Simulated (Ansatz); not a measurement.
# MoS₂: single-point calculation (part 1 of 2)

- system: MoS₂ (slab, 27 atoms in the cell)
- method: DFT PBE+D3(BJ), scalar-relativistic, plane waves, PAW, no spin polarisation (Ansatz 0.2.0)

The structure derives from an entry of the Crystallography Open Database. It belongs to a series of runs on one base structure; here: the slab at its places in the relaxed adsorbed structure.

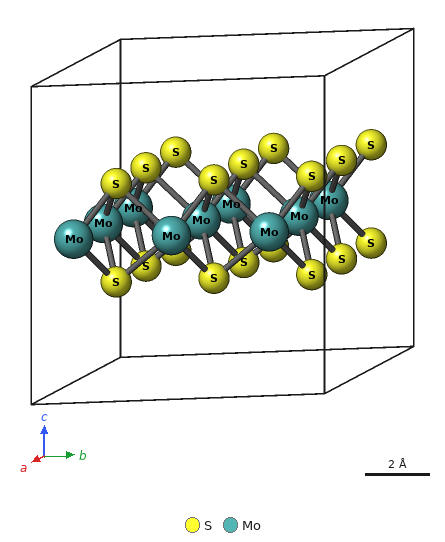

**Figure 1.** The structure as given in the input (ball-and-stick view of the cell of the calculation, with the vacuum cut short, seen slightly off an axis).

**Input file**
```yaml
crystal:
  lattice:
    - [9.458846266, 0.0, 0.0]
    - [-4.729423133, 8.1916011569, 0.0]
    - [0.0, 0.0, 25.0937324097]
  atoms:
    - { symbol: S, position: [0.4444444444, 0.2222222222, 0.3188047067] }
    - { symbol: S, position: [0.4444444444, 0.5555555556, 0.3188047067] }
    - { symbol: S, position: [0.4444444444, 0.8888888889, 0.3188047067] }
    - { symbol: S, position: [0.7777777778, 0.2222222222, 0.3188047067] }
    - { symbol: S, position: [0.7777777778, 0.5555555556, 0.3188047067] }
    - { symbol: S, position: [0.7777777778, 0.8888888889, 0.3188047067] }
    - { symbol: S, position: [0.1111111111, 0.2222222222, 0.3188047067] }
    - { symbol: S, position: [0.1111111111, 0.5555555556, 0.3188047067] }
    - { symbol: S, position: [0.1111111111, 0.8888888889, 0.3188047067] }
    - { symbol: Mo, position: [0.2223116181, 0.1110390316, 0.3813482702] }
    - { symbol: Mo, position: [0.2222202726, 0.444454893, 0.3813004388] }
    - { symbol: Mo, position: [0.2222134045, 0.7778587404, 0.3812805302] }
    - { symbol: Mo, position: [0.555510296, 0.1111221396, 0.3812792273] }
    - { symbol: Mo, position: [0.555551477, 0.4443483963, 0.3812676051] }
    - { symbol: Mo, position: [0.5555472775, 0.7778129599, 0.3812720452] }
    - { symbol: Mo, position: [0.8888698836, 0.1111146437, 0.3812963319] }
    - { symbol: Mo, position: [0.8888593034, 0.4444375993, 0.3812686117] }
    - { symbol: Mo, position: [0.8889852344, 0.7777947144, 0.3812773227] }
    - { symbol: S, position: [0.4446210139, 0.2222792889, 0.4437782556] }
    - { symbol: S, position: [0.4447232985, 0.555649485, 0.4437361892] }
    - { symbol: S, position: [0.4444222154, 0.888919956, 0.4438326827] }
    - { symbol: S, position: [0.7776508623, 0.2223465037, 0.443756844] }
    - { symbol: S, position: [0.7777781135, 0.5555456797, 0.4437958362] }
    - { symbol: S, position: [0.7777049039, 0.8886662191, 0.4437533815] }
    - { symbol: S, position: [0.1112050599, 0.2220823204, 0.4436321289] }
    - { symbol: S, position: [0.1109426074, 0.5557052624, 0.4437285156] }
    - { symbol: S, position: [0.1110698526, 0.8887717587, 0.4437979526] }
basis:
  ecutwfc: 420
kpoints:
  mp_grid: { grid: [2, 2, 1] }
hamiltonian:
  xc: pbe
  dispersion: d3bj
scf:
  occupations: { method: gaussian, width: 0.05 }
output:
  forces: true
  eigenvalues: true
  write_density: true
  volumetric_format: npy
efield:
  axis: 3
  dipole_correction: true
  ramp_width: 0.04
```

Launch command:
```bash
ansatz run input.yaml --threads 8 --pin off --max-ram 20480MiB --backend cpu --events-out ev --progress --plain --runs-dir out
```

**Log**
```
Engine: ansatz 0.2.0, x86_64-unknown-linux-gnu
Pseudopotentials: kind: paw
Pseudopotential: S, paw, valence charge 6, recommended cutoff 420 eV (normal), S.paw.azcp
Pseudopotential: Mo, paw, valence charge 14, recommended cutoff 420 eV (normal), Mo.paw.azcp
Functional definition: PBE
  parameter kappa = 0.804
  parameter beta = 0.06672455060314922
  exchange = pbe_x(kappa = kappa, mu = beta*pi^2/3)
  correlation = pbe_c(beta = beta)
Crystal: 27 atoms, lattice volume = 1944.340 Å³
Basis set: ecut = 420 eV, 38063 PW (Γ), exchange–correlation on 128×128×360 points (8 copies of the dense FFT grid, shifted against one another)
Bands: 144, of which v1, the nominal top of the filled ones, is band 117 counted from 1 (116 counted from 0)
Symmetry: 1 space group operations
Space group: P1 (ITA 1), of the structure as read, at distance tolerance 1.2e-4 Å
k-points: 4
Non-local potential: S, projectors of the file, l = 0: 2, l = 1: 2, l = 2: 2
Non-local potential: Mo, projectors of the file, l = 0: 3, l = 1: 2, l = 2: 2, l = 3: 1
PAW form: soft (Blöchl's): semilocal exchange-correlation on the pseudo side does not see the compensation charge
PAW one-centre angular grid: S, 110 points (default); XC on 64 Gauss nodes
PAW one-centre angular grid: Mo, 590 points (default); XC on 64 Gauss nodes
Initial density: superposition of atomic densities (neutral atoms: chi_scale 0, normalization atom), corrected by the library's trained network
Initial wavefunctions: pseudopotential atomic-orbital guess
Functional: x = pbe(κ = 0.804, μ = 0.2195149727645171), c = pbe(β = 0.06672455060314922)
SCF iter   1: F=—  HF=-60873.796103 eV  |F-HF|=—  |Δ(HF+E_count)|=         —  Δρ=2.78e-3  dr2=5.69e-2  ethr=1.77e-3  p=0.000 e·Å  D=1.20e-5 V/Å  ΔV_dip=-0.00 eV  dr2_dipole=1.63e-8  V_vac-E_F(+/−)=5.22/5.22 eV  ⟨swp⟩=7.5  Hψ=2712  notcnv=0
efield: sawtooth ramp at fractional position 0.8613 (placed from the atoms, in the widest stretch of the axis that holds none; the zero of the levels goes with the place), width 0.0400; the density the first Hamiltonian is built on has a dipole p = 0.000 e·Å; the dipole correction subtracts the counter field D = 1.20e-5 V/Å, which shifts the + side's vacuum level by -0.00 eV against the − side's; the planar-averaged density in the ramp window peaks in size at 7.8e-6 e/Å³
preconditioner: auto → Resta (q_TF=auto, 1.917 Å⁻¹)  ε∞=2.9  [insulator: Δε(μ)=1.782 eV  Ē_g=7.723 eV  σ=0.050 eV  W_gap=1.00  n_scr=224 (ndim 8)  ℏωp=10.7 eV  f_vac=0.724  D(μ)=0.00/eV (n_scr^D=0)  ε∞_Penn≈2.9  vacuum switching on, ρ_ref=4.3e-3 e/Å³]
SCF iter   2: F=—  HF=-60873.845081 eV  |F-HF|=—  |Δ(HF+E_count)|=   4.90e-2  Δρ=1.60e-3  dr2=2.83e-2  ethr=2.43e-5  p=-0.000 e·Å  D=-4.68e-7 V/Å  ΔV_dip=0.00 eV  dr2_dipole=3.13e-10  V_vac-E_F(+/−)=5.10/5.10 eV  ⟨swp⟩=2.2  Hψ=1140  notcnv=0  defer=47
SCF iter   3: F=—  HF=-60873.866512 eV  |F-HF|=—  |Δ(HF+E_count)|=   2.14e-2  Δρ=9.90e-4  dr2=2.58e-2  ethr=1.21e-5  p=-0.000 e·Å  D=-2.92e-6 V/Å  ΔV_dip=0.00 eV  dr2_dipole=3.18e-9  V_vac-E_F(+/−)=5.11/5.11 eV  ⟨swp⟩=2.0  Hψ=754  notcnv=0  defer=47
SCF iter   4: F=—  HF=-60873.870054 eV  |F-HF|=—  |Δ(HF+E_count)|=   3.54e-3  Δρ=8.60e-5  dr2=2.27e-4  ethr=1.10e-5  p=-0.000 e·Å  D=-9.45e-6 V/Å  ΔV_dip=0.00 eV  dr2_dipole=1.50e-9  V_vac-E_F(+/−)=5.04/5.04 eV  ⟨swp⟩=2.0  Hψ=754  notcnv=0  defer=47
SCF iter   5: F=—  HF=-60873.870113 eV  |F-HF|=—  |Δ(HF+E_count)|=   5.86e-5  Δρ=1.11e-4  dr2=7.57e-4  ethr=9.71e-8  p=-0.000 e·Å  D=-4.00e-6 V/Å  ΔV_dip=0.00 eV  dr2_dipole=2.98e-8  V_vac-E_F(+/−)=5.03/5.03 eV  ⟨swp⟩=3.0  Hψ=1087  notcnv=0  defer=47
SCF iter   6: F=—  HF=-60873.870079 eV  |F-HF|=—  |Δ(HF+E_count)|=   3.40e-5  Δρ=5.26e-5  dr2=1.27e-4  ethr=9.71e-8  p=-0.000 e·Å  D=-1.02e-5 V/Å  ΔV_dip=0.00 eV  dr2_dipole=9.60e-11  V_vac-E_F(+/−)=5.03/5.03 eV  ⟨swp⟩=2.0  Hψ=752  notcnv=0  defer=47
SCF iter   7: F=—  HF=-60873.870052 eV  |F-HF|=—  |Δ(HF+E_count)|=   2.70e-5  Δρ=1.03e-5  dr2=2.18e-6  ethr=5.42e-8  p=-0.000 e·Å  D=-1.29e-5 V/Å  ΔV_dip=0.00 eV  dr2_dipole=5.01e-9  V_vac-E_F(+/−)=5.03/5.03 eV  ⟨swp⟩=2.0  Hψ=727  notcnv=0  defer=47
SCF iter   8: F=—  HF=-60873.870746 eV  |F-HF|=—  |Δ(HF+E_count)|=   6.94e-4  Δρ=4.64e-6  dr2=1.21e-6  ethr=9.30e-10  p=-0.000 e·Å  D=-1.92e-6 V/Å  ΔV_dip=0.00 eV  dr2_dipole=6.31e-8  V_vac-E_F(+/−)=5.03/5.03 eV  ⟨swp⟩=3.2  Hψ=1349  notcnv=0  defer=66
SCF iter   9: F=—  HF=-60873.870746 eV  |F-HF|=—  |Δ(HF+E_count)|=   6.22e-8  Δρ=3.01e-6  dr2=5.28e-7  ethr=5.17e-10  p=-0.000 e·Å  D=-1.51e-5 V/Å  ΔV_dip=0.00 eV  dr2_dipole=2.09e-8  V_vac-E_F(+/−)=5.03/5.03 eV  ⟨swp⟩=2.0  Hψ=751  notcnv=0  defer=66
SCF iter  10: F=-60873.870746 eV  HF=-60873.870746 eV  |F-HF|=3.67e-8  |Δ(HF+E_count)|=   3.36e-8  Δρ=8.79e-7  dr2=1.97e-8  ethr=4.27e-11  p=-0.000 e·Å  D=-1.16e-5 V/Å  ΔV_dip=0.00 eV  dr2_dipole=1.34e-9  V_vac-E_F(+/−)=5.03/5.03 eV  ⟨swp⟩=10.5  Hψ=2738  notcnv=0
SCF 1 converged in 10 iterations: F = -60873.870746 eV  dr2 = 1.97e-8
  greatest PAW one-centre occupation: 0.998 electrons in one spin orbital (limit 2), on the Mo atom at site 16 (counted from 0), in its partial waves of l = 0
```

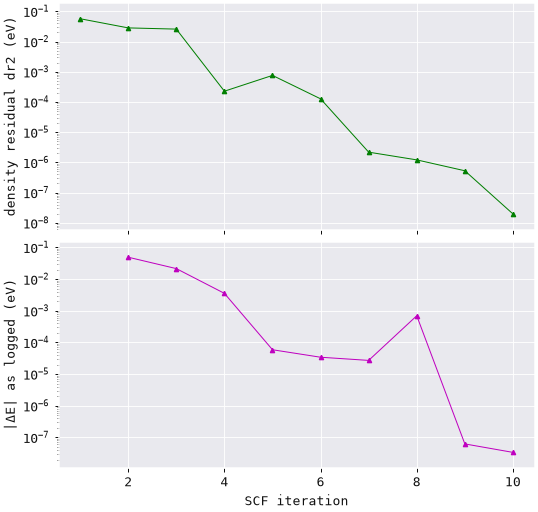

**Figure 2.** Convergence of the self-consistent field: density residual dr2 and size of the energy change against the SCF iteration. The residual comes down, with one marked jump up, by a factor of about 3, at step 5.

```
SCF converged after 10 iterations
Free energy (F): -60873.870746 eV
Harris-Foulkes:  -60873.870746 eV  (|F-HF|=3.67e-8)
Internal energy: -60873.870746 eV  (E = F + TS)
E sigma→0 (E₀):  -60873.870746 eV
Fermi energy:    -1.024584 eV
Dipole field:    D = 0.000004 V/Å  (p = 0.000045 e·Å, saw-weighted, corrected)
Work function:   Φ+ = 5.0270 eV   Φ− = 5.0271 eV
Levels:          The Fermi level and band energies are counted from a zero that moves with the ramp; work functions are not
--- Per-component energies (eV) ---
  E_band       = -4245.457617
  E_kinetic    = 5906.646516
  E_local      = -198730.014259  (includes V_loc(G=0)·N_el)
  E_nonlocal   = 1792.295229
  E_hartree    = 95905.695435
  E_xc         = -3407.008261
  E_vxc        = -3645.426386  (∫ρ·V_xc dr)
  E_paw        = -39613.988873  (= ΣΔE_a)
  E_vpaw       = -1380.335075  (= ΣTr[D̂ρ^β])
  E_aug_tail   = 0.000356  (compensation charges beyond the density's cutoff)
  E_efield     = 0.000000  (sawtooth field / dipole correction)
  E_vefield    = 0.000001  (∫n·V_field dr)
  E_ewald      = 77281.128518
  E_disp       = -8.625408  (pairwise vdW)
  E_smearing   = -0.000000  (= −TS)
  E_closure    = -0.000000  (closes the sum)
  Σ components = -60873.870746   (vs F -60873.870746, Δ=0.00e0)
--- Forces (eV/Å), atoms counted from 1 ---
  atom   1  S     -0.00292275    -0.00673425    -0.00484048
  atom   2  S     -0.00181451    -0.00248433    -0.00070171
  atom   3  S     -0.00351748     0.00223458    -0.00408833
  atom   4  S     -0.00042028    -0.00253864    -0.00377916
  atom   5  S      0.00110589     0.00058269    -0.00666221
  atom   6  S      0.00260628     0.00276649    -0.00042781
  atom   7  S      0.00789495    -0.00411437     0.00987524
  atom   8  S      0.00130091     0.00190067    -0.00159643
  atom   9  S      0.00256649     0.00713461    -0.00298732
  atom  10  Mo    -0.00650123     0.00146509    -0.05219444
  atom  11  Mo     0.00489256     0.01192355    -0.01188923
  atom  12  Mo     0.01175221    -0.00858110     0.00263261
  atom  13  Mo     0.01186732    -0.00645770     0.00384654
  atom  14  Mo     0.00235648     0.02169734     0.00461627
  atom  15  Mo     0.00343324    -0.00350485     0.00885528
  atom  16  Mo    -0.00605150    -0.01076341    -0.00911438
  atom  17  Mo    -0.00727022     0.00574254     0.00025397
  atom  18  Mo    -0.01614451    -0.01163851     0.00379758
  atom  19  S     -0.00891351    -0.00405672     0.00933496
  atom  20  S     -0.02365955    -0.00981245     0.00866314
  atom  21  S      0.00288842    -0.00191737    -0.02323440
  atom  22  S      0.02008797    -0.01135018     0.00496237
  atom  23  S      0.00050994    -0.00034855    -0.01422263
  atom  24  S     -0.00295821     0.02135704     0.00354817
  atom  25  S     -0.01843308     0.01404498     0.05777789
  atom  26  S      0.02489110    -0.01337322     0.01343664
  atom  27  S      0.00044760     0.00683322     0.00407501
  max |Σ_I F_I| component: 6.28e-5 eV/Å
--- Band table (eV) ---
```
